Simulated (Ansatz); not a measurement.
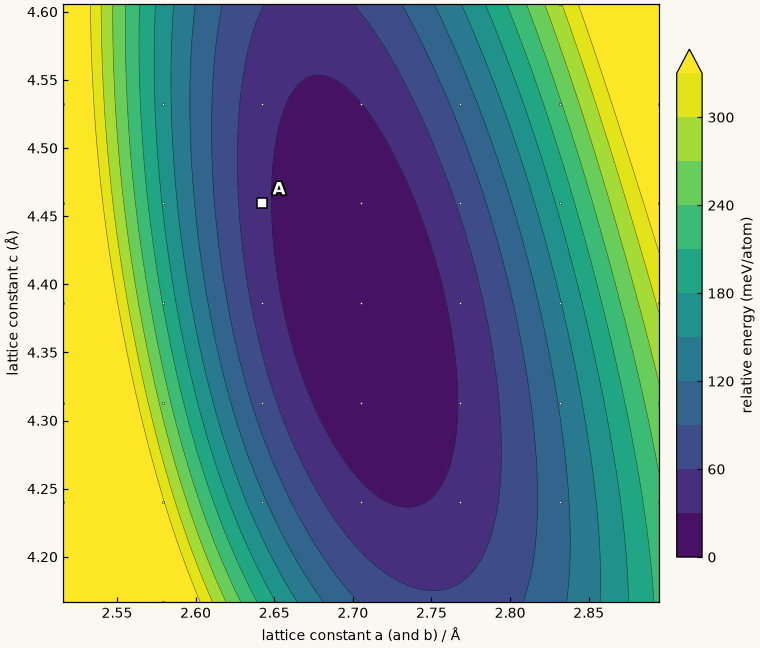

Ir (P6_3/mmc, No. 194; 2 atoms in the cell). The energy is mapped over the lattice constants a and c of the conventional cell. Coordinates scanned: (1) lattice constant a (and b); (2) lattice constant c. Nothing is relaxed (symmetry fixes all fractional coordinates). The scan uses a 7 × 7 grid. Points are written as (first, second). Energies: meV/atom, counted from the lowest grid point. The calculation used DFT LDA, scalar-relativistic, plane waves, PAW (Ansatz 0.2.0). Settings: cutoff 420 eV, k-mesh 18×18×10 in the order of the run's cell vectors, gaussian smearing 0.15 eV, no spin polarisation.

In the figure: filled contours, dots at the grid points, one colour for all values above the top of the scale, the point A. Between grid points the surface is interpolated.

Is A at rest? If not, where is it pushed?

Answer. A, at (2.642 Å, 4.459 Å), is not a stationary point. The computed force is 1300 meV/atom for each Å towards larger values of lattice constant a (and b) and 33 meV/atom for each Å towards larger values of lattice constant c.

PAW datasets: the set soft_1.
